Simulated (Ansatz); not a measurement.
Al

The calculation's input:

```
crystal:
  lattice:
    - [0.0, 2.02398, 2.02398]
    - [2.02398, 0.0, 2.02398]
    - [2.02398, 2.02398, 0.0]
  atoms:
    - { symbol: Al, position: [0.0, 0.0, 0.0] }
basis:
  ecutwfc: 420
kpoints:
  mp_grid: { grid: [18, 18, 18] }
hamiltonian:
  xc: lda
scf:
  occupations: { method: gaussian, width: 0.1 }
output:
  forces: true
  stress: true
  eigenvalues: true
  write_density: true
  write_potential: true
  elf: true
  volumetric_format: npy
relax:
  adjacent_minimum: "off"
  f_tol: 0.005
  max_steps: 80
  cell: { stress_tol: 0.05 }
```

Launched as:

```sh
ansatz run input.yaml --threads 1 --pin off --max-ram 2560MiB --backend cpu --events-out ev --progress --plain --runs-dir out
```

Below, planes, directions and counts refer to the conventional cell (a = 3.98 Å, b = 3.98 Å, c = 3.98 Å, α = 90.00°, β = 90.00°, γ = 90.00°).

The fields are those of the run's last geometry, not of the input's.

Space group Fm-3m; computed without spin polarisation.

These are results of Ansatz 0.2.0, DFT LDA, scalar-relativistic, plane waves, PAW, not measurements.

The density is the valence pseudo-density of a PAW calculation; it isn't the true density close to the nuclei.

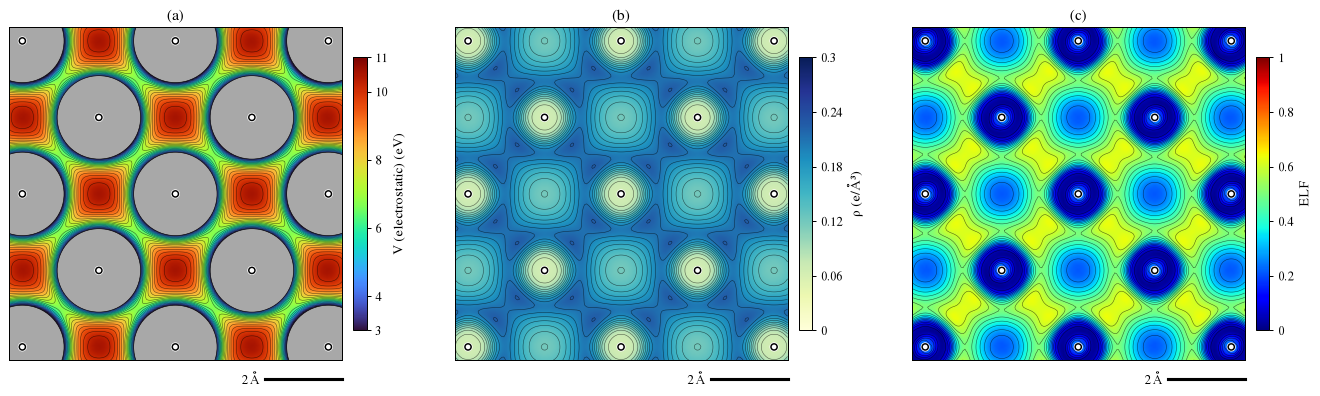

Figure 1. (a) electrostatic potential (local pseudopotential plus Hartree) felt by an electron; (b) valence pseudo-density; (c) electron localisation function on the (100) plane of the conventional cell. Circles mark the nuclei in the plane (Al). Grey discs cover the atomic cores in the potential map.

Q: What does the map show?

A:
- The plane passes through Al nuclei.
- Al–Al (2.82 Å): ρ is about 0.21 e/Å³ halfway; the ELF peaks at about 0.65 between the atoms.
- Between the atoms the lowest density in this plane is 0.12 e/Å³.
- Outside the cores the potential energy rises away from the atoms and is highest about 2.0 Å from the nearest atoms; its zero is arbitrary.

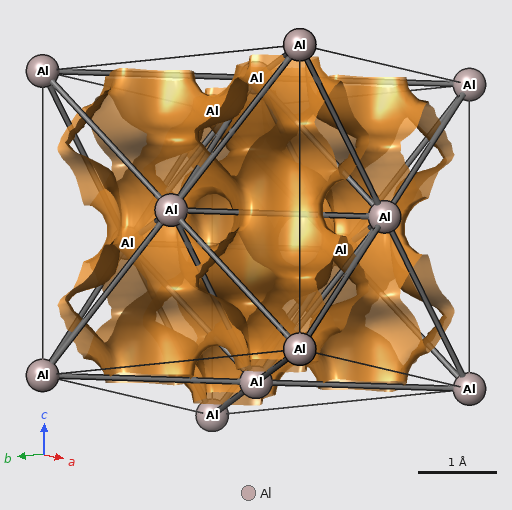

Figure 2. Isosurface of the ELF at 0.55 (orange), seen at an oblique angle. Only the valence region is drawn (cores and ρ < 0.01 e/Å³ removed). Sticks mark near contacts.

Q: Identify the bonds, lone pairs and shells in this picture.

A: The ELF exceeds this value in one network that runs through the whole crystal, counted in one cell of 4 atoms. Regions shared between cells count once. There are no localised bonds or lone pairs at this value.

Q: Does the calculation make it a metal, or give it a gap?

A: It is gapless in this calculation (a metal or semimetal).
